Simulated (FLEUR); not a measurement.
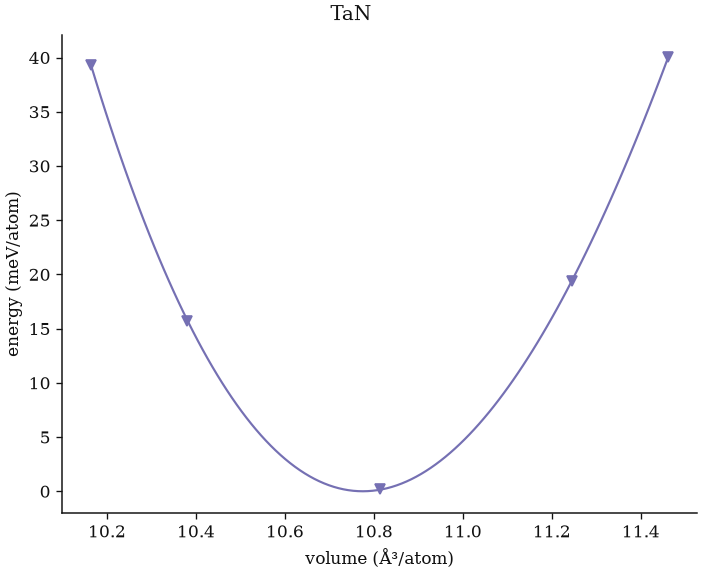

Plotted: energy against volume for TaN, space group Fm-3m (No. 225).

Structure:
```yaml
crystal:
  lattice:
    - [0.00000, 2.21132, 2.21132]
    - [2.21132, 0.00000, 2.21132]
    - [2.21132, 2.21132, 0.00000]
  atoms:
    - { symbol: Ta, position: [0.50000, 0.50000, 0.50000] }
    - { symbol: N, position: [0.00000, 0.00000, 0.00000] }
```

Method: all-electron LAPW DFT, no spin polarisation; energies at scaled volumes of the given cell, shape and fractions fixed, counted from the fit's minimum, third-order Birch-Murnaghan fit (FLEUR MaX-R8.1 (later development tree)). Level: PBE.

k mesh 10×10×10; occupations Fermi–Dirac; smearing width 0.05 eV; potentials all electron; program settings basis FLAPW, kmax 5 1/bohr.

This calculation gives: equilibrium volume 10.78 Å³/atom and bulk modulus 328 GPa.

Now the level changes from PBE to LDA. Predict the effect.

The equilibrium volume falls from 10.78 to 10.27 Å³/atom (−4.7 %) and the bulk modulus rises from 328 to 374 GPa (+14 %). As usual, the local density approximation binds more tightly than this gradient-corrected functional.

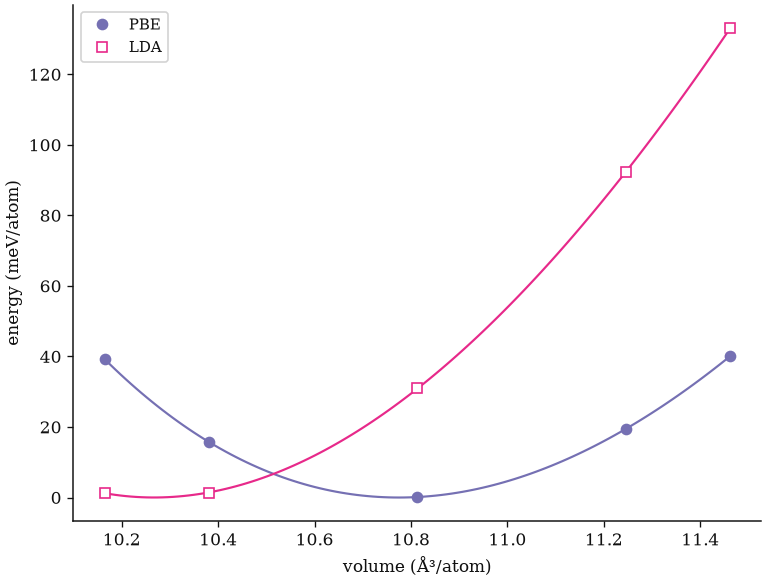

The two results together.

V0 and the bulk modulus come from third-order Birch–Murnaghan fits.
